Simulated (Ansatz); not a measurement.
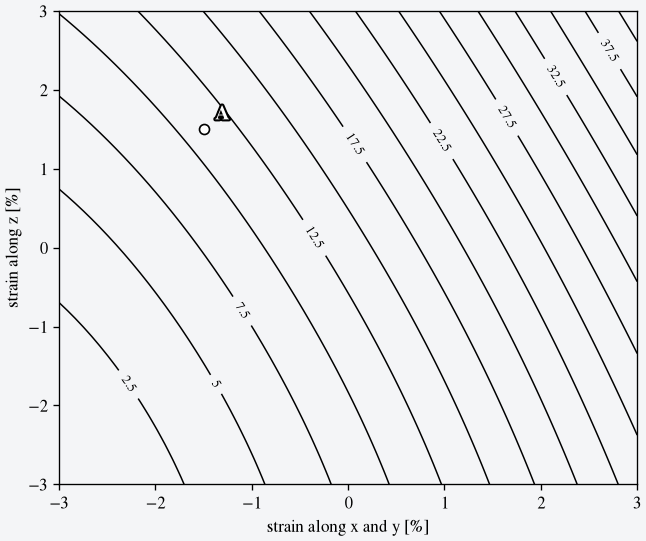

NaH (Fm-3m, No. 225; 2 atoms in the cell). 
- The cell is strained homogeneously, by one strain along x and y and another along z, with fractional coordinates fixed (x, y and z along the cube axes).
- Coordinates scanned: (1) strain along x and y; (2) strain along z.
- The scan uses a 5 × 5 grid.
- Energies are in meV/atom, from the lowest grid point.
- The reference cell is the one listed in the database, not relaxed at this level.
- Level of theory: Ansatz, DFT LDA, scalar-relativistic, plane waves, PAW. Settings: cutoff 420 eV, k-mesh 8×8×8, gaussian smearing 0.05 eV, no spin polarisation.

Drawn: contour lines labelled in meV/atom, the point A. Between grid points the surface is interpolated.

Q: Which way does the force act at A, and how strong is it?

A: A, at strain along x and y = −1.5 %, strain along z = 1.5 %, is not a stationary point. The computed force is 3.7 meV/atom for each 1 % towards smaller values of strain along x and y and 2.5 meV/atom for each 1 % towards smaller values of strain along z.
